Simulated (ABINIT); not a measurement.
SiO₂: effective mass calculation (part 1 of 2)

System: SiO₂ (6 atoms in the cell).
Method: Kohn-Sham DFT of a periodic cell, PBE, PseudoDojo NC SR PBE v0.4.1 standard, no spin polarisation (ABINIT 10.8.3).

The structure derives from a Materials Project entry.

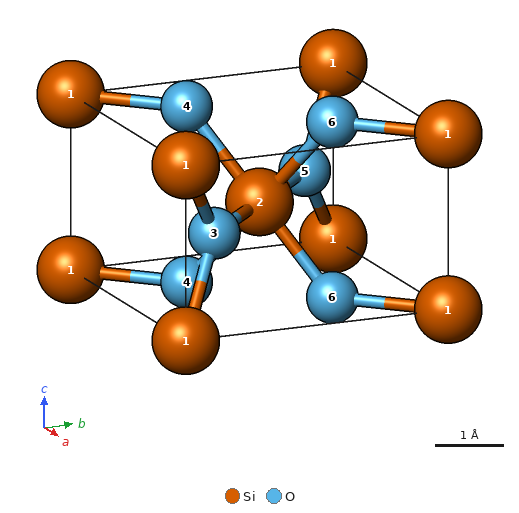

**Figure 1.** The structure as given in the input (ball-and-stick view of the cell of the calculation, seen slightly off an axis; atoms are numbered from 1 in the order of the input). An atom can appear more than once, as a periodic image. Near neighbours in the periodic cell (some may lie outside the picture): Si has 6 O at 1.78 to 1.84 Å; O has 3 Si at 1.78 to 1.84 Å.

**The input**
```
# Datasets
ndtset 3

# Pseudopotentials
pp_dirpath "./"
pseudos "Si.upf, O.upf"

# Structure
acell 3*1.0 Angstrom
rprim
     4.2331690000     0.0000000000     0.0000000000
     0.0000000000     4.2331690000     0.0000000000
     0.0000000000     0.0000000000     2.6934950000
ntypat 2
znucl 14 8
natom 6
typat 1 1 2 2 2 2
xred
            0.0            0.0            0.0
            1/2            1/2            1/2
   0.8068390000   0.1931610000            1/2
   0.3068390000   0.3068390000            0.0
   0.1931610000   0.8068390000            1/2
   0.6931610000   0.6931610000            0.0

# Plane-wave basis
ecut 35.0

# Exchange and correlation
ixc 11

# Bands and occupations
occopt 1

# SCF cycle
nstep 80
diemac 6.0

# Output
iomode 3
prteig 0
prtebands 0

# Dataset 1: ground state
kptopt1 1
ngkpt1 4 4 7
nshiftk1 1
shiftk1 0.0 0.0 0.0
nband1 16
tolvrs1 1.0e-14
prtden1 1
prtwf1 0

# Datasets 2 and 3: the band edges
kptopt2 0
nkpt2 1
kpt2
  0.0 0.0 0.0
istwfk2 1*1
nband2 22
getden2 1
kptopt3 0
nkpt3 1
kpt3
  0.0 0.0 0.0
istwfk3 1*1
nband3 22
getden3 1

# Dataset 2: bands at fixed density
iscf2 -2
nbdbuf2 2
tolwfr2 1.0e-20
nstep2 200

# Dataset 3: effective masses
iscf3 -3
getwfk3 2
rfelfd3 2
rfdir3 1 1 1
nqpt3 1
qpt3 0.0 0.0 0.0
tolwfr3 1.0e-20
nbdbuf3 2
nstep3 200
efmas3 1
efmas_bands3 16 17
efmas_calc_dirs3 1
efmas_n_dirs3 5
efmas_dirs3
  1 0 0
  0 1 0
  0 0 1
  1 1 0
  1 1 1
efmas_ntheta3 60
prtwf3 0
prtden3 0
prtpot3 0
```

Command:
```bash
abinit run.abi > log 2>&1
```

**What the program printed**
```
.Version 10.8.3 of ABINIT
 DATASET    1 : space group P4_2/m n m (#136); Bravais tP (primitive tetrag.)
================================================================================
 Values of the parameters that define the memory need for DATASET  1.
     intxc =       0    ionmov =       0      iscf =       7    lmnmax =       6
     lnmax =       6     mgfft =      45  mpssoang =       3    mqgrid =    3001
     natom =       6  nloc_mem =       1    nspden =       1   nspinor =       1
    nsppol =       1      nsym =      16    n1xccc =    2501    ntypat =       2
    occopt =       1   xclevel =       2
       mpw =        3244          nfft =       60750          nkpt =          24
================================================================================
================================================================================

 DATASET    2 : space group P4_2/m n m (#136); Bravais tP (primitive tetrag.)
================================================================================
 Values of the parameters that define the memory need for DATASET  2.
     intxc =       0    ionmov =       0      iscf =      -2    lmnmax =       6
     lnmax =       6     mgfft =      45  mpssoang =       3    mqgrid =    3001
     natom =       6  nloc_mem =       1    nspden =       1   nspinor =       1
    nsppol =       1      nsym =      16    n1xccc =    2501    ntypat =       2
    occopt =       1   xclevel =       2
       mpw =        3217          nfft =       60750          nkpt =           1
================================================================================
================================================================================

 DATASET    3 : space group P4_2/m n m (#136); Bravais tP (primitive tetrag.)
================================================================================
 Values of the parameters that define the memory need for DATASET  3 (RF).
     intxc =       0      iscf =      -3    lmnmax =      18     lnmax =       6
     mgfft =      45  mpssoang =       3    mqgrid =    3001     natom =       6
  nloc_mem =       1    nspden =       1   nspinor =       1    nsppol =       1
      nsym =      16    n1xccc =    2501    ntypat =       2    occopt =       1
   xclevel =       2
      nfft =       60750          nkpt =           1
================================================================================
================================================================================

--------------------------------------------------------------------------------
------------- Echo of variables that govern the present computation ------------
--------------------------------------------------------------------------------
 -outvars: echo values of preprocessed input variables --------
            acell      1.8897261259E+00  1.8897261259E+00  1.8897261259E+00 Bohr
              amu      2.80855000E+01  1.59994000E+01
           diemac      6.00000000E+00
             ecut      3.50000000E+01 Hartree
           getden1          0
           getden2          1
           getden3          1
           getwfk1          0
           getwfk2          0
           getwfk3          2
             iscf1          7
             iscf2         -2
             iscf3         -3
              ixc          11
           jdtset        1    2    3
           kptopt1          1
           kptopt2          0
           kptopt3          0
         kptrlatt        4    0    0      0    4    0      0    0    7
          kptrlen1     3.19981202E+01
          kptrlen2     3.00000000E+01
          kptrlen3     3.00000000E+01
            natom           6
            nband1         16
            nband2         22
            nband3         22
           nbdbuf1          0
           nbdbuf2          2
           nbdbuf3          2
           ndtset           3
            ngfft          45      45      30
             nkpt1         24
             nkpt2          1
             nkpt3          1
             nqpt1          0
             nqpt2          0
             nqpt3          1
            nstep1         80
            nstep2        200
            nstep3        200
             nsym          16
           ntypat           2
        optdriver1          0
        optdriver2          0
        optdriver3          1
           prtden1          1
           prtden2          1
           prtden3          0
        prtebands           0
           prteig           0
            prtwf1          0
            prtwf2          1
            prtwf3          0
           rfelfd1          0
           rfelfd2          0
           rfelfd3          2
            rprim      4.2331690000E+00  0.0000000000E+00  0.0000000000E+00
                       0.0000000000E+00  4.2331690000E+00  0.0000000000E+00
                       0.0000000000E+00  0.0000000000E+00  2.6934950000E+00
           shiftk1     0.00000000E+00  0.00000000E+00  0.00000000E+00
           shiftk2     5.00000000E-01  5.00000000E-01  5.00000000E-01
           shiftk3     5.00000000E-01  5.00000000E-01  5.00000000E-01
          spgroup         136
           tolvrs1     1.00000000E-14
           tolvrs2     0.00000000E+00
           tolvrs3     0.00000000E+00
           tolwfr1     0.00000000E+00
           tolwfr2     1.00000000E-20
           tolwfr3     1.00000000E-20
            typat      1  1  2  2  2  2
           useylm1          0
           useylm2          0
           useylm3          1
           xangst      0.0000000000E+00  0.0000000000E+00  0.0000000000E+00
                       2.1165845000E+00  2.1165845000E+00  1.3467475000E+00
                       3.4154858428E+00  8.1768315721E-01  1.3467475000E+00
                       1.2989013428E+00  1.2989013428E+00  0.0000000000E+00
                       8.1768315721E-01  3.4154858428E+00  1.3467475000E+00
                       2.9342676572E+00  2.9342676572E+00  0.0000000000E+00
            xcart      0.0000000000E+00  0.0000000000E+00  0.0000000000E+00
                       3.9997650273E+00  3.9997650273E+00  2.5449839358E+00
                       6.4543328298E+00  1.5451972249E+00  2.5449839358E+00
                       2.4545678024E+00  2.4545678024E+00  0.0000000000E+00
                       1.5451972249E+00  6.4543328298E+00  2.5449839358E+00
                       5.5449622522E+00  5.5449622522E+00  0.0000000000E+00
             xred      0.0000000000E+00  0.0000000000E+00  0.0000000000E+00
                       5.0000000000E-01  5.0000000000E-01  5.0000000000E-01
                       8.0683900000E-01  1.9316100000E-01  5.0000000000E-01
                       3.0683900000E-01  3.0683900000E-01  0.0000000000E+00
                       1.9316100000E-01  8.0683900000E-01  5.0000000000E-01
                       6.9316100000E-01  6.9316100000E-01  0.0000000000E+00
            znucl       14.00000    8.00000

================================================================================

 chkinp: Checking input parameters for consistency, jdtset=   1.

 chkinp: Checking input parameters for consistency, jdtset=   2.

 chkinp: Checking input parameters for consistency, jdtset=   3.

================================================================================
== DATASET  1 ==================================================================

--- !DatasetInfo
iteration_state: {dtset: 1, }
dimensions: {natom: 6, nkpt: 24, mband: 16, nsppol: 1, nspinor: 1, nspden: 1, mpw: 3244, }
cutoff_energies: {ecut:  35.0, pawecutdg:  -1.0, }
electrons: {nelect:   3.20000000E+01, charge:   0.00000000E+00, occopt:   1.00000000E+00, tsmear:   1.00000000E-02, }
meta: {optdriver: 0, ionmov: 0, optcell: 0, iscf: 7, paral_kgb: 0, }
...

 Exchange-correlation functional for the present dataset will be:
  GGA: Perdew-Burke-Ernzerhof functional - ixc=11
  J.P.Perdew, K.Burke, M.Ernzerhof, PRL 77, 3865 (1996)

 Real(R)+Recip(G) space primitive vectors, cartesian coordinates (Bohr,Bohr^-1):
 R(1)=  7.9995301  0.0000000  0.0000000  G(1)=  0.1250073  0.0000000  0.0000000
 R(2)=  0.0000000  7.9995301  0.0000000  G(2)=  0.0000000  0.1250073  0.0000000
 R(3)=  0.0000000  0.0000000  5.0899679  G(3)=  0.0000000  0.0000000  0.1964649
 Unit cell volume ucvol=  3.2571967E+02 bohr^3
 Angles (23,13,12)=  9.00000000E+01  9.00000000E+01  9.00000000E+01 degrees

 getcut: wavevector=  0.0000  0.0000  0.0000  ngfft=  45  45  30
         ecut(hartree)=     35.000   => boxcut(ratio)=   2.06533

--- Pseudopotential description ------------------------------------------------
- pspini: atom type   1  psp file is ./Si.upf
  14.00000   4.00000  171031                  znucl, zion, pspdat
12 -101130 2 -1 1510                          pspcod,pspxc,lmax,lloc,mmax
     nproj     2     2     2

- pspini: atom type   2  psp file is ./O.upf
   8.00000   6.00000  171031                  znucl, zion, pspdat
12 -101130 2 -1 936                           pspcod,pspxc,lmax,lloc,mmax
     nproj     2     2     1

   1.39098408E+03                                ecore*ucvol(ha*bohr**3)
--------------------------------------------------------------------------------

================================================================================

--- !BeginCycle
iteration_state: {dtset: 1, }
solver: {iscf: 7, nstep: 80, nline: 4, wfoptalg: 0, }
tolerances: {tolvrs: 1.00E-14, }
...

     iter   Etot(hartree)      deltaE(h)  residm     vres2
 ETOT  1  -74.503646556573    -7.450E+01 2.945E-01 4.208E+02
 ETOT  2  -74.717072168263    -2.134E-01 2.803E-03 3.016E+02
 ETOT  3  -74.864234310135    -1.472E-01 6.089E-04 3.821E+00
 ETOT  4  -74.865673986470    -1.440E-03 1.617E-05 6.101E-02
 ETOT  5  -74.865698376623    -2.439E-05 7.548E-07 4.846E-04
 ETOT  6  -74.865698481949    -1.053E-07 7.635E-08 1.815E-05
 ETOT  7  -74.865698487029    -5.079E-09 2.315E-09 8.973E-07
 ETOT  8  -74.865698487334    -3.052E-10 2.192E-10 1.160E-08
 ETOT  9  -74.865698487338    -4.377E-12 8.171E-12 1.016E-10
 ETOT 10  -74.865698487339    -7.816E-13 7.655E-13 5.713E-13
 ETOT 11  -74.865698487340    -6.253E-13 3.560E-14 1.506E-14
 ETOT 12  -74.865698487340    -4.832E-13 3.237E-15 4.268E-16

 At SCF step   12       vres2   =  4.27E-16 < tolvrs=  1.00E-14 =>converged.

 Cartesian components of stress tensor (hartree/bohr^3)
  sigma(1 1)=  1.04942009E-04  sigma(3 2)=  0.00000000E+00
  sigma(2 2)=  1.04942009E-04  sigma(3 1)=  0.00000000E+00
  sigma(3 3)=  1.17455041E-04  sigma(2 1)=  0.00000000E+00

--- !ResultsGS
iteration_state: {dtset: 1, }
comment   : Summary of ground state results
lattice_vectors:
- [  7.9995301,   0.0000000,   0.0000000, ]
- [  0.0000000,   7.9995301,   0.0000000, ]
- [  0.0000000,   0.0000000,   5.0899679, ]
lattice_lengths: [   7.99953,    7.99953,    5.08997, ]
lattice_angles: [ 90.000,  90.000,  90.000, ] # degrees, (23, 13, 12)
lattice_volume:   3.2571967E+02
convergence: {deltae: -4.832E-13, res2:  4.268E-16, residm:  3.237E-15, diffor: null, }
etotal    :  -7.48656985E+01
entropy   :   0.00000000E+00
fermie    :   2.33955046E-01
cartesian_stress_tensor: # hartree/bohr^3
- [  1.04942009E-04,   0.00000000E+00,   0.00000000E+00, ]
- [  0.00000000E+00,   1.04942009E-04,   0.00000000E+00, ]
- [  0.00000000E+00,   0.00000000E+00,   1.17455041E-04, ]
pressure_GPa:  -3.2102E+00
xred      :
- [  0.0000E+00,   0.0000E+00,   0.0000E+00, Si]
- [  5.0000E-01,   5.0000E-01,   5.0000E-01, Si]
- [  8.0684E-01,   1.9316E-01,   5.0000E-01,  O]
- [  3.0684E-01,   3.0684E-01,   0.0000E+00,  O]
- [  1.9316E-01,   8.0684E-01,   5.0000E-01,  O]
- [  6.9316E-01,   6.9316E-01,   0.0000E+00,  O]
cartesian_forces: # hartree/bohr
- [ -0.00000000E+00,  -0.00000000E+00,  -0.00000000E+00, ]
- [ -0.00000000E+00,  -0.00000000E+00,  -0.00000000E+00, ]
- [  3.93140747E-04,  -3.93140747E-04,  -0.00000000E+00, ]
- [  3.93140747E-04,   3.93140747E-04,  -0.00000000E+00, ]
- [ -3.93140747E-04,   3.93140747E-04,  -0.00000000E+00, ]
- [ -3.93140747E-04,  -3.93140747E-04,  -0.00000000E+00, ]
force_length_stats: {min:   0.00000000E+00, max:   5.55984976E-04, mean:   3.70656651E-04, }
...

 Integrated electronic density in atomic spheres:
 ------------------------------------------------
 Atom  Sphere_radius  Integrated_density
    1        2.00000          1.97593471
    2        2.00000          1.97301555
    3        2.00000          6.53730252
    4        2.00000          6.53313896
    5        2.00000          6.53730252
    6        2.00000          6.53313896
================================================================================

 ----iterations are completed or convergence reached----

 Mean square residual over all n,k,spin=   86.508E-19; max=  32.367E-16
 reduced coordinates (array xred) for    6 atoms
       0.000000000000      0.000000000000      0.000000000000
       0.500000000000      0.500000000000      0.500000000000
       0.806839000000      0.193161000000      0.500000000000
       0.306839000000      0.306839000000      0.000000000000
       0.193161000000      0.806839000000      0.500000000000
       0.693161000000      0.693161000000      0.000000000000
 rms dE/dt=  2.0966E-03; max dE/dt=  3.1449E-03; dE/dt below (all hartree)
    1       0.000000000000      0.000000000000      0.000000000000
    2       0.000000000000      0.000000000000      0.000000000000
    3      -0.003144941220      0.003144941220      0.000000000000
    4      -0.003144941220     -0.003144941220      0.000000000000
    5       0.003144941220     -0.003144941220      0.000000000000
    6       0.003144941220      0.003144941220      0.000000000000

 cartesian coordinates (angstrom) at end:
    1      0.00000000000000     0.00000000000000     0.00000000000000
    2      2.11658450000000     2.11658450000000     1.34674750000000
    3      3.41548584279100     0.81768315720900     1.34674750000000
    4      1.29890134279100     1.29890134279100     0.00000000000000
    5      0.81768315720900     3.41548584279100     1.34674750000000
    6      2.93426765720900     2.93426765720900     0.00000000000000

 cartesian forces (hartree/bohr) at end:
    1     -0.00000000000000    -0.00000000000000    -0.00000000000000
    2     -0.00000000000000    -0.00000000000000    -0.00000000000000
    3      0.00039314074688    -0.00039314074688    -0.00000000000000
    4      0.00039314074688     0.00039314074688    -0.00000000000000
    5     -0.00039314074688     0.00039314074688    -0.00000000000000
    6     -0.00039314074688    -0.00039314074688    -0.00000000000000
 frms,max,avg= 2.6209383E-04 3.9314075E-04   0.000E+00  0.000E+00  0.000E+00 h/b

 cartesian forces (eV/Angstrom) at end:
    1     -0.00000000000000    -0.00000000000000    -0.00000000000000
    2     -0.00000000000000    -0.00000000000000    -0.00000000000000
    3      0.02021611002732    -0.02021611002732    -0.00000000000000
    4      0.02021611002732     0.02021611002732    -0.00000000000000
    5     -0.02021611002732     0.02021611002732    -0.00000000000000
    6     -0.02021611002732    -0.02021611002732    -0.00000000000000
 frms,max,avg= 1.3477407E-02 2.0216110E-02   0.000E+00  0.000E+00  0.000E+00 e/A
 length scales=  1.889726125908  1.889726125908  1.889726125908 bohr
              =  1.000000000000  1.000000000000  1.000000000000 angstroms
 Fermi (or HOMO) energy (hartree) =   0.23396   Average Vxc (hartree)=  -0.44173
 Eigenvalues (hartree) for nkpt=  24  k points:
 kpt#   1, nband= 16, wtk=  0.00893, kpt=  0.0000  0.0000  0.0000 (reduced coord)
  -0.57935   -0.45209   -0.45208   -0.44582   -0.15506    0.00592    0.00592    0.01709
   0.04248    0.05187    0.12233    0.12233    0.14196    0.20262    0.20262    0.23396
 prteigrs : prtvol=0 or 1, do not print more k-points.

--- !EnergyTerms
iteration_state     : {dtset: 1, }
comment             : Components of total free energy in Hartree
kinetic             :  4.89739442378372E+01
hartree             :  1.60047823586082E+01
xc                  : -2.02904404853312E+01
Ewald energy        : -6.31235862076960E+01
psp_core            :  4.27049453557345E+00
local_psp           : -5.08238169551284E+01
non_local_psp       : -9.87707597120364E+00
total_energy        : -7.48656984873403E+01
total_energy_eV     : -2.03719943811417E+03
band_energy         : -2.30168808027108E+00
...
```
